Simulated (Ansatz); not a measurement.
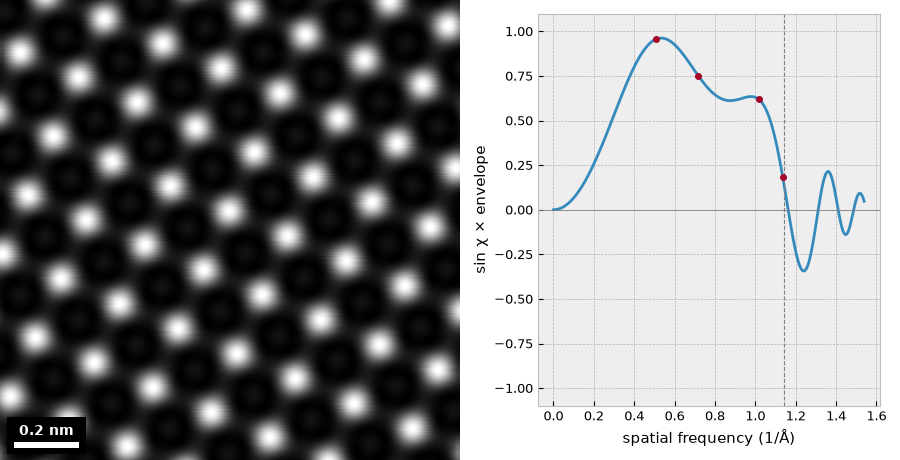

Phase-contrast TEM-like image of Ti (Fd-3m, No. 227) along [001]. Simulated in the weak-phase-object approximation with neutral-atom potentials: 200 kV, Cs = −20 µm, defocus +85 Å (negative is underfocus), defocus spread 12 Å, aperture 1.14 1/Å. A slight drift was added. Structure used: the input geometry of a calculation; the starting structure was generated, so it need not be a known form of this composition.

The plot gives the contrast transfer function, the aperture (dashed) and the crystal's spatial frequencies that carry visible contrast (dots).

What point resolution do these settings give, and which lattice spacings pass?

Answer. About 0.9 Å (0.66 |Cs|^(1/4) λ^(3/4) with λ = 0.0251 Å). The spacings that carry visible contrast are {220} at 1.97 Å, {400} at 1.39 Å, {440} at 0.98 Å, {620} at 0.88 Å.

Do the atom columns appear dark or bright, and why?

Answer. Bright. With negative Cs and overfocus sin χ is positive over the pass band, so the strongest columns (Ti) come out brighter than the background.
